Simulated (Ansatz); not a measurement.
System: MgO, space group P6_3/mmc, 4 atoms in the cell, hydrostatic strain −6.0%.

```cif
data_structure
_symmetry_space_group_name_H-M 'P6_3/mmc'
_symmetry_Int_Tables_number 194
_cell_length_a 3.2768
_cell_length_b 3.2768
_cell_length_c 3.9363
_cell_angle_alpha 90.000
_cell_angle_beta 90.000
_cell_angle_gamma 120.000
_cell_volume 36.60
loop_
_atom_site_label
_atom_site_type_symbol
_atom_site_symmetry_multiplicity
_atom_site_Wyckoff_symbol
_atom_site_fract_x
_atom_site_fract_y
_atom_site_fract_z
_atom_site_occupancy
Mg1 Mg 2 c 0.66667 0.33333 0.75000 1
O1 O 2 d 0.66667 0.33333 0.25000 1
```

Method: DFT, r2SCAN, plane waves, PAW, no spin polarisation, 12×12×6 k mesh, 500 eV cutoff (Ansatz).

What will the density of states look like?

There is a gap; over the k points computed it is 5.12 eV (direct among those points). Within the window shown, the tallest peak of the filled states lies 0.9 eV under the valence-band top, at about 4.4 states per eV and cell.

The cell is at 37 GPa in this functional.

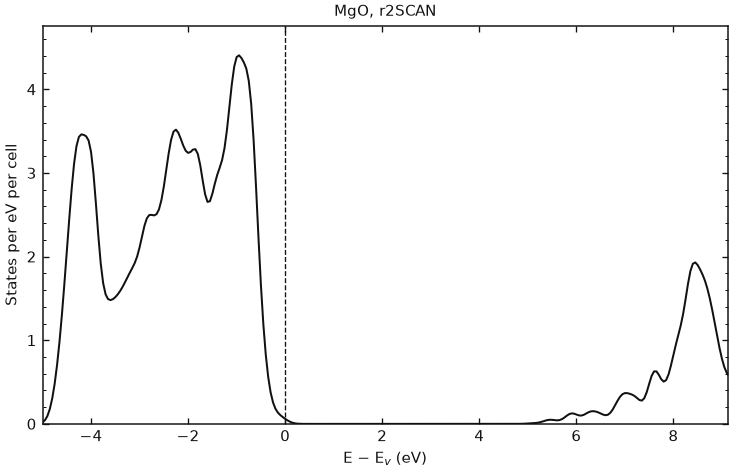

Density of states. Energies are counted from the top of the valence band. The curve is built from the levels of the k mesh with Gaussians 0.3 eV wide, which also blur the band edges.
